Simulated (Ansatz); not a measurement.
Input file:

```
crystal:
  lattice:
    - [3.7979980586, 0.0, 0.0]
    - [-1.8989990293, 3.2891628022, 0.0]
    - [0.0, 0.0, 6.192]
  atoms:
    - { symbol: Zr, position: [0.0, 0.0, 0.0] }
    - { symbol: Se, position: [0.3333333333, 0.6666666667, 0.25] }
    - { symbol: Se, position: [0.6666666667, 0.3333333333, 0.75] }
basis:
  ecutwfc: 420
kpoints:
  mp_grid: { grid: [12, 12, 6] }
hamiltonian:
  xc: pbe
  dispersion: d3bj
scf:
  occupations: { method: gaussian, width: 0.02 }
output:
  forces: true
  stress: true
  eigenvalues: true
  write_density: true
  write_potential: true
  elf: true
  volumetric_format: npy
relax:
  adjacent_minimum: "off"
  f_tol: 0.005
  max_steps: 80
  cell: { stress_tol: 0.05 }
```

Launched as:

```sh
ansatz run input.yaml --threads 1 --pin off --max-ram 3072MiB --backend cpu --events-out ev --progress --plain --runs-dir out
```

Below, planes, directions and counts refer to the conventional cell (a = 3.74 Å, b = 3.74 Å, c = 6.04 Å, α = 90.00°, β = 90.00°, γ = 120.00°).

The fields are those of the relaxed geometry.

Space group P-3m1.

Level of theory: DFT PBE+D3(BJ), scalar-relativistic, plane waves, PAW (Ansatz).

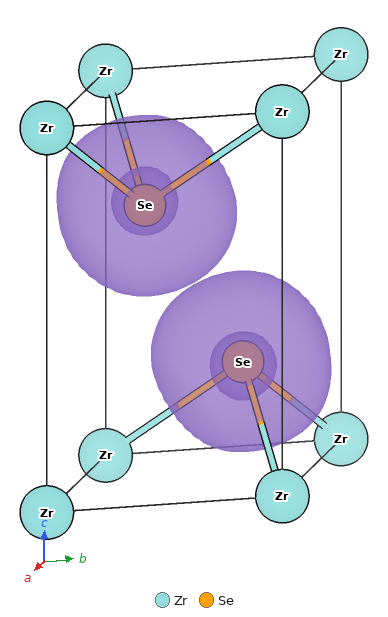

ZrSe$_{2}$. Isosurface of the electron localisation function at 0.6 (purple), seen slightly off an axis. Only the valence region is drawn (cores and ρ < 0.01 e/Å³ removed). Sticks mark near contacts.

Question: Identify the bonds, lone pairs and shells in this picture.

Answer: The surface consists of two regions wrapped around Se (the valence shell of each), counted in one cell of 3 atoms. Regions shared between cells count once. Along the contacts the grid gives the following. Zr–Se (2.68 Å): the ELF is about 0.45 at the midpoint.
